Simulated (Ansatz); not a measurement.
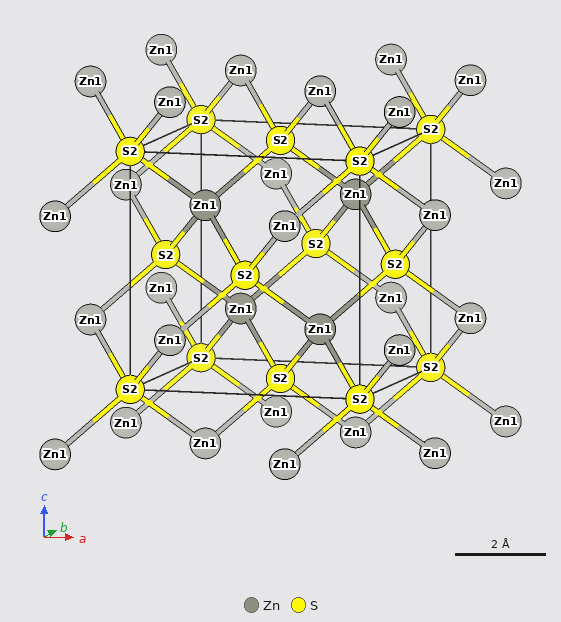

Fig. 1: The starting structure (ball-and-stick view of the cell 4 times as large as that of the calculation, set on its symmetry axes, seen slightly off an axis; neighbours outside the cell are drawn fainter; atoms are numbered from 1 in the order of the input).

# Run report: ZnS, geometry relaxation (part 1 of 2)

ZnS (F-43m, 2 atoms in the cell), computed with DFT, HSE06, plane waves, PAW, no spin polarisation (Ansatz 0.2.0).

The structure derives from an entry of the Crystallography Open Database. The geometry comes from this level: r2SCAN. Figures and captions count atoms from 1; the log counts them from 0 in places.

Input file:
```yaml
crystal:
  lattice:
    - [0.0, 2.6940955616, 2.6940955616]
    - [2.6940955616, 0.0, 2.6940955616]
    - [2.6940955616, 2.6940955616, 0.0]
  atoms:
    - { symbol: Zn, position: [0.25, 0.25, 0.25] }
    - { symbol: S, position: [0.0, 0.0, 0.0] }
kpoints:
  mp_grid: { grid: [6, 6, 6] }
hamiltonian:
  xc: hse06
scf:
  occupations: { method: fermi_dirac, width: 0.02 }
relax:
  f_tol: 0.005
  cell: {}
output:
  write_density: true
  write_potential: true
  elf: true
  volumetric_format: npy
```

Launch command:
```bash
ansatz run input.yaml --threads 2 --pin off --max-ram 4608MiB --backend cpu --events-out ev --progress --plain --runs-dir out
```

What the program printed:
```
Engine: ansatz 0.2.0, aarch64-unknown-linux-gnu
Pseudopotentials: kind: paw
Pseudopotential: Zn, paw, valence charge 12, recommended cutoff 420 eV (normal), Zn.paw.azcp
Pseudopotential: S, paw, valence charge 6, recommended cutoff 420 eV (normal), S.paw.azcp
Functional definition: HSE06
  parameter a = 0.25
  parameter omega = 0.11/bohr
  exchange = pbe_x - a*pbe_x_sr(omega) + a*exact_x_sr(omega)
  correlation = pbe_c
Crystal: 2 atoms, lattice volume = 39.108 Å³
Basis set: ecut = 420 eV, 749 PW (Γ), exchange–correlation on 54×54×54 points (8 copies of the dense FFT grid, shifted against one another)
Bands: 13, of which v1, the nominal top of the filled ones, is band 9 counted from 1 (8 counted from 0)
Symmetry: 24 space group operations
Space group: F-43m (ITA 216), of the structure as read, at distance tolerance 3.4e-5 Å
k-points: 16 of 216 (time reversal used)
Non-local potential: Zn, projectors of the file, l = 0: 2, l = 1: 2, l = 2: 3, l = 3: 1
Non-local potential: S, projectors of the file, l = 0: 2, l = 1: 2, l = 2: 2
PAW form: soft (Blöchl's): semilocal exchange-correlation on the pseudo side does not see the compensation charge
PAW frozen core: Zn, regenerated for the run's functional, and the local potential with it (the file was generated under x = pbe(κ = 0.804, μ = 0.2195149727645171), c = pbe(β = 0.06672455060314922))
PAW frozen core: S, regenerated for the run's functional, and the local potential with it (the file was generated under x = pbe(κ = 0.804, μ = 0.2195149727645171), c = pbe(β = 0.06672455060314922))
PAW one-centre angular grid: Zn, 590 points (default); XC on 64 Gauss nodes
PAW one-centre angular grid: S, 110 points (default); XC on 64 Gauss nodes
Initial density: superposition of atomic densities (neutral atoms: chi_scale 0, normalization atom), corrected by the library's trained network
Initial wavefunctions: pseudopotential atomic-orbital guess
Functional: x = pbe(κ = 0.804, μ = 0.2195149727645171), c = pbe(β = 0.06672455060314922), warm-up for x = pbe(κ = 0.804, μ = 0.2195149727645171) + 0.25 (exact − pbe) at short range (hse, ω = 0.20786987370883472 Å⁻¹), c = pbe(β = 0.06672455060314922); HSE06 as pw.x's `hse` composes it (authors' and Libxc's form: `xc: wpbeh`)
SCF iter   1: F=—  HF=-4222.723508 eV  |F-HF|=—  |Δ(HF+E_count)|=         —  Δρ=1.72e-3  dr2=1.21e-3  ethr=1.77e-3  ⟨swp⟩=9.6  Hψ=1078  notcnv=0
preconditioner: auto → none  [insulator: Δε(μ)=2.147 eV  Ē_g=12.280 eV  σ=0.020 eV  W_gap=1.00  n_scr=14 (ndim 8)  ℏωp=25.2 eV  f_vac=0.026  D(μ)=0.00/eV (n_scr^D=0)]
SCF iter   2: F=—  HF=-4222.723194 eV  |F-HF|=—  |Δ(HF+E_count)|=   3.14e-4  Δρ=1.47e-3  dr2=5.42e-4  ethr=6.75e-6  ⟨swp⟩=4.8  Hψ=750  notcnv=0  defer=1
iter 3 solved again at ethr=2.53e-8 eV; its pass at ethr=3.01e-6 eV (dr2=4.55e-6 eV) is discarded
SCF iter   3: F=-4222.723005 eV  HF=-4222.722972 eV  |F-HF|=3.37e-5  |Δ(HF+E_count)|=   2.22e-4  Δρ=1.71e-4  dr2=5.25e-6  ethr=2.53e-8  ⟨swp⟩=3.3  Hψ=958  notcnv=0
SCF 1 stopped early in 3 iterations: F = -4222.723005 eV  dr2 = 5.25e-6
  greatest PAW one-centre occupation: 0.983 electrons in one spin orbital (limit 2), on the Zn atom at site 0 (counted from 0), in its partial waves of l = 2
Initial density: handed on by an earlier stage of this run
Initial wavefunctions: those handed on with the density
Functional: x = pbe(κ = 0.804, μ = 0.2195149727645171) + 0.25 (exact − pbe) at short range (hse, ω = 0.20786987370883472 Å⁻¹), c = pbe(β = 0.06672455060314922); HSE06 as pw.x's `hse` composes it (authors' and Libxc's form: `xc: wpbeh`)
Exchange kernel: α = 0.2500, screened, ω = 0.2079 Å⁻¹, Wigner–Seitz truncation, v(0) = 1046.3426 eV·Å³, q-mesh 6×6×6, nearest image of the exchange supercell L = 22.86 Å, pair-density grid 15×15×15, without the augmentation charges, whose exchange is taken in its separable form by FFT convolution over the k-point mesh (sized by the pseudopotential files, 24×24×24 at the most), smooth part of the exact exchange by density-matrix convolution
Frozen-core exchange: fock
SCF iter   1: F=—  HF=-4223.423727 eV  |F-HF|=—  |Δ(HF+E_count)|=         —  Δρ=2.21e-2  dr2=9.94e-2  ethr=2.92e-7  ⟨swp⟩=7.3  Hψ=1197  notcnv=0
preconditioner: auto → none  [insulator: Δε(μ)=3.350 eV  Ē_g=14.898 eV  σ=0.020 eV  W_gap=1.00  n_scr=14 (ndim 8)  ℏωp=25.2 eV  f_vac=0.026  D(μ)=0.00/eV (n_scr^D=0)]
SCF iter   2: F=—  HF=-4223.396335 eV  |F-HF|=—  |Δ(HF+E_count)|=   2.74e-2  Δρ=3.56e-3  dr2=6.85e-3  ethr=2.92e-7  ⟨swp⟩=5.9  Hψ=938  notcnv=0
SCF iter   3: F=—  HF=-4223.389605 eV  |F-HF|=—  |Δ(HF+E_count)|=   6.73e-3  Δρ=3.30e-3  dr2=2.89e-3  ethr=2.92e-7  ⟨swp⟩=5.0  Hψ=846  notcnv=0
SCF iter   4: F=—  HF=-4223.389487 eV  |F-HF|=—  |Δ(HF+E_count)|=   1.18e-4  Δρ=5.58e-4  dr2=1.29e-3  ethr=2.92e-7  ⟨swp⟩=4.0  Hψ=609  notcnv=0
SCF iter   5: F=—  HF=-4223.399195 eV  |F-HF|=—  |Δ(HF+E_count)|=   9.71e-3  Δρ=2.04e-3  dr2=8.44e-4  ethr=2.92e-7  ⟨swp⟩=5.0  Hψ=830  notcnv=0
SCF iter   6: F=—  HF=-4223.398889 eV  |F-HF|=—  |Δ(HF+E_count)|=   3.06e-4  Δρ=1.25e-4  dr2=2.31e-5  ethr=2.92e-7  ⟨swp⟩=4.0  Hψ=625  notcnv=0
SCF iter   7: F=—  HF=-4223.399018 eV  |F-HF|=—  |Δ(HF+E_count)|=   1.29e-4  Δρ=2.47e-4  dr2=1.34e-5  ethr=2.12e-8  ⟨swp⟩=4.5  Hψ=645  notcnv=0
SCF iter   8: F=-4223.399014 eV  HF=-4223.399014 eV  |F-HF|=4.19e-7  |Δ(HF+E_count)|=   4.62e-6  Δρ=1.85e-5  dr2=7.50e-7  ethr=2.12e-8  ⟨swp⟩=4.0  Hψ=531  notcnv=0
SCF 2 stopped early in 8 iterations: F = -4223.399014 eV  dr2 = 7.50e-7
  greatest PAW one-centre occupation: 0.986 electrons in one spin orbital (limit 2), on the Zn atom at site 0 (counted from 0), in its partial waves of l = 2
hybrid outer 1: dexx = +1.009e-2 eV, tail = 3.71e-5 eV
Exchange kernel: α = 0.2500, screened, ω = 0.2079 Å⁻¹, Wigner–Seitz truncation, v(0) = 1046.3426 eV·Å³, q-mesh 6×6×6, nearest image of the exchange supercell L = 22.86 Å, pair-density grid 15×15×15, without the augmentation charges, whose exchange is taken in its separable form by FFT convolution over the k-point mesh (sized by the pseudopotential files, 24×24×24 at the most), smooth part of the exact exchange by density-matrix convolution
Frozen-core exchange: fock
SCF iter   1: F=—  HF=-4223.398448 eV  |F-HF|=—  |Δ(HF+E_count)|=         —  Δρ=1.09e-4  dr2=3.27e-6  ethr=1.03e-6  ⟨swp⟩=3.2  Hψ=479  notcnv=0
preconditioner: auto → none  [insulator: Δε(μ)=3.377 eV  Ē_g=14.611 eV  σ=0.020 eV  W_gap=1.00  n_scr=14 (ndim 8)  ℏωp=25.2 eV  f_vac=0.027  D(μ)=0.00/eV (n_scr^D=0)]
SCF iter   2: F=—  HF=-4223.398447 eV  |F-HF|=—  |Δ(HF+E_count)|=   4.01e-7  Δρ=1.53e-5  dr2=1.97e-7  ethr=1.47e-8  ⟨swp⟩=3.4  Hψ=501  notcnv=0
SCF iter   3: F=—  HF=-4223.398448 eV  |F-HF|=—  |Δ(HF+E_count)|=   1.00e-6  Δρ=2.08e-5  dr2=8.93e-8  ethr=2.35e-10  ⟨swp⟩=4.3  Hψ=632  notcnv=0
SCF iter   4: F=—  HF=-4223.398448 eV  |F-HF|=—  |Δ(HF+E_count)|=   3.99e-8  Δρ=1.82e-6  dr2=3.94e-9  ethr=2.35e-10  ⟨swp⟩=4.0  Hψ=509  notcnv=0
SCF iter   5: F=—  HF=-4223.398448 eV  |F-HF|=—  |Δ(HF+E_count)|=   1.92e-8  Δρ=3.01e-6  dr2=2.02e-9  ethr=5.94e-12  ⟨swp⟩=4.6  Hψ=551  notcnv=0
SCF iter   6: F=-4223.398448 eV  HF=-4223.398448 eV  |F-HF|=2.46e-11  |Δ(HF+E_count)|=  7.52e-10  Δρ=3.80e-8  dr2=1.34e-10  ethr=5.94e-12  ⟨swp⟩=3.3  Hψ=463  notcnv=0
SCF 3 stopped early in 6 iterations: F = -4223.398448 eV  dr2 = 1.34e-10
hybrid outer 2: dexx = +1.018e-6 eV, tail = 1.22e-8 eV, Δε = 3.41e-3 eV (about 7.46e-5 eV left of the loop's levels)
Exchange kernel: α = 0.2500, screened, ω = 0.2079 Å⁻¹, Wigner–Seitz truncation, v(0) = 1046.3426 eV·Å³, q-mesh 6×6×6, nearest image of the exchange supercell L = 22.86 Å, pair-density grid 15×15×15, without the augmentation charges, whose exchange is taken in its separable form by FFT convolution over the k-point mesh (sized by the pseudopotential files, 24×24×24 at the most), smooth part of the exact exchange by density-matrix convolution
Frozen-core exchange: fock
SCF iter   1: F=—  HF=-4223.398448 eV  |F-HF|=—  |Δ(HF+E_count)|=         —  Δρ=2.66e-6  dr2=1.62e-9  ethr=3.39e-10  ⟨swp⟩=5.8  Hψ=577  notcnv=0
preconditioner: auto → none  [insulator: Δε(μ)=3.378 eV  Ē_g=14.612 eV  σ=0.020 eV  W_gap=1.00  n_scr=14 (ndim 8)  ℏωp=25.2 eV  f_vac=0.027  D(μ)=0.00/eV (n_scr^D=0)]
SCF iter   2: F=—  HF=-4223.398448 eV  |F-HF|=—  |Δ(HF+E_count)|=  6.43e-10  Δρ=4.76e-7  dr2=7.76e-11  ethr=7.30e-12  ⟨swp⟩=3.9  Hψ=526  notcnv=0
SCF iter   3: F=-4223.398448 eV  HF=-4223.398448 eV  |F-HF|=2.00e-11  |Δ(HF+E_count)|=  1.64e-10  Δρ=1.83e-7  dr2=5.74e-12  ethr=1.00e-12  ⟨swp⟩=3.0  Hψ=398  notcnv=0
SCF 4 converged in 3 iterations: F = -4223.398448 eV  dr2 = 5.74e-12
  Residual-converged pass: ⟨swp⟩=4.9  Hψ=674  notcnv=0  max |occ|·‖R‖ = 9.9e-9 eV (tolerance 1.0e-8 eV)  dr2=8.68e-12  dr2_onsite=1.66e-11  max |Δocc| = 0.0e0
hybrid outer 3: dexx = +1.736e-10 eV, tail = 4.73e-11 eV, Δε = 9.37e-5 eV (about 1.01e-5 eV left of the loop's levels)
relax step   1: F+E_penalty+E_count = -4223.39844819 eV  Δ(F+E_penalty+E_count) = +0.000e0 eV  max|allowed force component| = 1.943e-16 eV/Å  Δτ_max = 0.0000 Å  P = +1.627 GPa  Ω = 39.108 Å³  (20 SCF iters, accepted)
Crystal: 2 atoms, lattice volume = 39.591 Å³
Exchange kernel: α = 0.2500, screened, ω = 0.2079 Å⁻¹, Wigner–Seitz truncation, v(0) = 1046.3742 eV·Å³, q-mesh 6×6×6, nearest image of the exchange supercell L = 22.95 Å, pair-density grid 15×15×15, without the augmentation charges, whose exchange is taken in its separable form by FFT convolution over the k-point mesh (sized by the pseudopotential files, 24×24×24 at the most), smooth part of the exact exchange by density-matrix convolution
Frozen-core exchange: fock
iter 1 solved again at ethr=2.05e-5 eV; its pass at ethr=1.00e-1 eV (dr2=3.69e-3 eV) is discarded
SCF iter   1: F=—  HF=-4223.389091 eV  |F-HF|=—  |Δ(HF+E_count)|=         —  Δρ=2.48e-3  dr2=1.81e-3  ethr=2.05e-5  ⟨swp⟩=4.0  Hψ=1117  notcnv=0
preconditioner: auto → none  [insulator: Δε(μ)=3.302 eV  Ē_g=14.470 eV  σ=0.020 eV  W_gap=1.00  n_scr=14 (ndim 8)  ℏωp=25.0 eV  f_vac=0.031  D(μ)=0.00/eV (n_scr^D=0)]
SCF iter   2: F=—  HF=-4223.388293 eV  |F-HF|=—  |Δ(HF+E_count)|=   7.98e-4  Δρ=1.07e-3  dr2=4.10e-4  ethr=9.12e-6  ⟨swp⟩=4.0  Hψ=622  notcnv=0
iter 3 solved again at ethr=3.86e-8 eV; its pass at ethr=1.37e-6 eV (dr2=6.94e-6 eV) is discarded
SCF iter   3: F=—  HF=-4223.388122 eV  |F-HF|=—  |Δ(HF+E_count)|=   1.71e-4  Δρ=1.18e-4  dr2=7.76e-4  ethr=3.86e-8  ⟨swp⟩=2.5  Hψ=918  notcnv=0
SCF iter   4: F=—  HF=-4223.402122 eV  |F-HF|=—  |Δ(HF+E_count)|=   1.40e-2  Δρ=2.32e-3  dr2=1.12e-3  ethr=3.82e-8  ⟨swp⟩=5.2  Hψ=819  notcnv=0
SCF iter   5: F=—  HF=-4223.401449 eV  |F-HF|=—  |Δ(HF+E_count)|=   6.73e-4  Δρ=6.08e-4  dr2=7.71e-5  ethr=3.82e-8  ⟨swp⟩=5.0  Hψ=751  notcnv=0
SCF iter   6: F=-4223.401412 eV  HF=-4223.401412 eV  |F-HF|=2.25e-8  |Δ(HF+E_count)|=   3.75e-5  Δρ=2.18e-5  dr2=2.90e-6  ethr=3.82e-8  ⟨swp⟩=4.0  Hψ=615  notcnv=0
SCF 5 stopped early in 6 iterations: F = -4223.401412 eV  dr2 = 2.90e-6
hybrid outer 1: dexx = +1.385e-2 eV, tail = 2.91e-5 eV
Exchange kernel: α = 0.2500, screened, ω = 0.2079 Å⁻¹, Wigner–Seitz truncation, v(0) = 1046.3742 eV·Å³, q-mesh 6×6×6, nearest image of the exchange supercell L = 22.95 Å, pair-density grid 15×15×15, without the augmentation charges, whose exchange is taken in its separable form by FFT convolution over the k-point mesh (sized by the pseudopotential files, 24×24×24 at the most), smooth part of the exact exchange by density-matrix convolution
Frozen-core exchange: fock
SCF iter   1: F=—  HF=-4223.401534 eV  |F-HF|=—  |Δ(HF+E_count)|=         —  Δρ=1.66e-4  dr2=5.76e-6  ethr=8.07e-7  ⟨swp⟩=3.1  Hψ=499  notcnv=0
preconditioner: auto → none  [insulator: Δε(μ)=3.321 eV  Ē_g=14.554 eV  σ=0.020 eV  W_gap=1.00  n_scr=14 (ndim 8)  ℏωp=25.0 eV  f_vac=0.028  D(μ)=0.00/eV (n_scr^D=0)]
SCF iter   2: F=—  HF=-4223.401532 eV  |F-HF|=—  |Δ(HF+E_count)|=   1.72e-6  Δρ=2.18e-5  dr2=1.08e-7  ethr=3.11e-8  ⟨swp⟩=4.0  Hψ=563  notcnv=0
SCF iter   3: F=—  HF=-4223.401532 eV  |F-HF|=—  |Δ(HF+E_count)|=   3.26e-7  Δρ=1.98e-5  dr2=7.21e-8  ethr=3.92e-10  ⟨swp⟩=4.0  Hψ=572  notcnv=0
SCF iter   4: F=—  HF=-4223.401532 eV  |F-HF|=—  |Δ(HF+E_count)|=   8.39e-9  Δρ=7.21e-6  dr2=8.12e-9  ethr=3.73e-10  ⟨swp⟩=2.2  Hψ=355  notcnv=0
SCF iter   5: F=—  HF=-4223.401532 eV  |F-HF|=—  |Δ(HF+E_count)|=   1.13e-8  Δρ=1.14e-6  dr2=8.57e-10  ethr=3.94e-11  ⟨swp⟩=3.0  Hψ=438  notcnv=0
SCF iter   6: F=-4223.401532 eV  HF=-4223.401532 eV  |F-HF|=1.17e-10  |Δ(HF+E_count)|=  1.66e-10  Δρ=4.11e-7  dr2=4.18e-11  ethr=3.25e-12  ⟨swp⟩=3.2  Hψ=416  notcnv=0
SCF 6 stopped early in 6 iterations: F = -4223.401532 eV  dr2 = 4.18e-11
hybrid outer 2: dexx = +4.492e-7 eV, tail = 2.03e-8 eV, Δε = 2.14e-3 eV (about 6.55e-5 eV left of the loop's levels)
Exchange kernel: α = 0.2500, screened, ω = 0.2079 Å⁻¹, Wigner–Seitz truncation, v(0) = 1046.3742 eV·Å³, q-mesh 6×6×6, nearest image of the exchange supercell L = 22.95 Å, pair-density grid 15×15×15, without the augmentation charges, whose exchange is taken in its separable form by FFT convolution over the k-point mesh (sized by the pseudopotential files, 24×24×24 at the most), smooth part of the exact exchange by density-matrix convolution
Frozen-core exchange: fock
SCF iter   1: F=—  HF=-4223.401533 eV  |F-HF|=—  |Δ(HF+E_count)|=         —  Δρ=2.53e-6  dr2=1.36e-9  ethr=5.64e-10  ⟨swp⟩=5.6  Hψ=584  notcnv=0
preconditioner: auto → none  [insulator: Δε(μ)=3.320 eV  Ē_g=14.551 eV  σ=0.020 eV  W_gap=1.00  n_scr=14 (ndim 8)  ℏωp=25.0 eV  f_vac=0.028  D(μ)=0.00/eV (n_scr^D=0)]
SCF iter   2: F=-4223.401533 eV  HF=-4223.401533 eV  |F-HF|=3.64e-12  |Δ(HF+E_count)|=  5.95e-10  Δρ=1.78e-7  dr2=1.07e-11  ethr=6.39e-12  ⟨swp⟩=4.0  Hψ=534  notcnv=0
SCF 7 converged in 2 iterations: F = -4223.401533 eV  dr2 = 1.07e-11
  Residual-converged pass: ⟨swp⟩=4.7  Hψ=648  notcnv=0  max |occ|·‖R‖ = 1.0e-8 eV (tolerance 1.0e-8 eV)  dr2=1.07e-11  dr2_onsite=3.57e-12  max |Δocc| = 0.0e0
hybrid outer 3: dexx = +6.946e-11 eV, tail = 3.12e-11 eV, Δε = 2.68e-5 eV (about 2.27e-6 eV left of the loop's levels)
relax step   2: F+E_penalty+E_count = -4223.40153257 eV  Δ(F+E_penalty+E_count) = -3.084e-3 eV  max|allowed force component| = 7.633e-17 eV/Å  Δτ_max = 0.0000 Å  P = +0.648 GPa  Ω = 39.591 Å³  energy of the carried Pulay correction = -3.265e-4 eV  (14 SCF iters, accepted)
Crystal: 2 atoms, lattice volume = 39.917 Å³
Exchange kernel: α = 0.2500, screened, ω = 0.2079 Å⁻¹, Wigner–Seitz truncation, v(0) = 1046.3944 eV·Å³, q-mesh 6×6×6, nearest image of the exchange supercell L = 23.02 Å, pair-density grid 15×15×15, without the augmentation charges, whose exchange is taken in its separable form by FFT convolution over the k-point mesh (sized by the pseudopotential files, 24×24×24 at the most), smooth part of the exact exchange by density-matrix convolution
Frozen-core exchange: fock
iter 1 solved again at ethr=9.29e-6 eV; its pass at ethr=1.00e-1 eV (dr2=1.67e-3 eV) is discarded
SCF iter   1: F=—  HF=-4223.396402 eV  |F-HF|=—  |Δ(HF+E_count)|=         —  Δρ=1.66e-3  dr2=8.12e-4  ethr=9.29e-6  ⟨swp⟩=4.0  Hψ=1113  notcnv=0
preconditioner: auto → none  [insulator: Δε(μ)=3.269 eV  Ē_g=14.456 eV  σ=0.020 eV  W_gap=1.00  n_scr=14 (ndim 8)  ℏωp=24.9 eV  f_vac=0.031  D(μ)=0.00/eV (n_scr^D=0)]
SCF iter   2: F=—  HF=-4223.396042 eV  |F-HF|=—  |Δ(HF+E_count)|=   3.61e-4  Δρ=7.10e-4  dr2=1.82e-4  ethr=4.10e-6  ⟨swp⟩=4.0  Hψ=614  notcnv=0
iter 3 solved again at ethr=1.72e-8 eV; its pass at ethr=6.02e-7 eV (dr2=3.10e-6 eV) is discarded
SCF iter   3: F=—  HF=-4223.395966 eV  |F-HF|=—  |Δ(HF+E_count)|=   7.59e-5  Δρ=7.81e-5  dr2=3.46e-4  ethr=1.72e-8  ⟨swp⟩=2.6  Hψ=905  notcnv=0
SCF iter   4: F=—  HF=-4223.402256 eV  |F-HF|=—  |Δ(HF+E_count)|=   6.29e-3  Δρ=1.54e-3  dr2=5.02e-4  ethr=1.69e-8  ⟨swp⟩=5.4  Hψ=799  notcnv=0
SCF iter   5: F=—  HF=-4223.401954 eV  |F-HF|=—  |Δ(HF+E_count)|=   3.02e-4  Δρ=4.03e-4  dr2=3.41e-5  ethr=1.69e-8  ⟨swp⟩=5.0  Hψ=715  notcnv=0
SCF iter   6: F=-4223.401938 eV  HF=-4223.401938 eV  |F-HF|=1.30e-8  |Δ(HF+E_count)|=   1.67e-5  Δρ=1.63e-5  dr2=1.29e-6  ethr=1.69e-8  ⟨swp⟩=4.0  Hψ=614  notcnv=0
SCF 8 stopped early in 6 iterations: F = -4223.401938 eV  dr2 = 1.29e-6
hybrid outer 1: dexx = +6.223e-3 eV, tail = 1.30e-5 eV
Exchange kernel: α = 0.2500, screened, ω = 0.2079 Å⁻¹, Wigner–Seitz truncation, v(0) = 1046.3944 eV·Å³, q-mesh 6×6×6, nearest image of the exchange supercell L = 23.02 Å, pair-density grid 15×15×15, without the augmentation charges, whose exchange is taken in its separable form by FFT convolution over the k-point mesh (sized by the pseudopotential files, 24×24×24 at the most), smooth part of the exact exchange by density-matrix convolution
Frozen-core exchange: fock
```
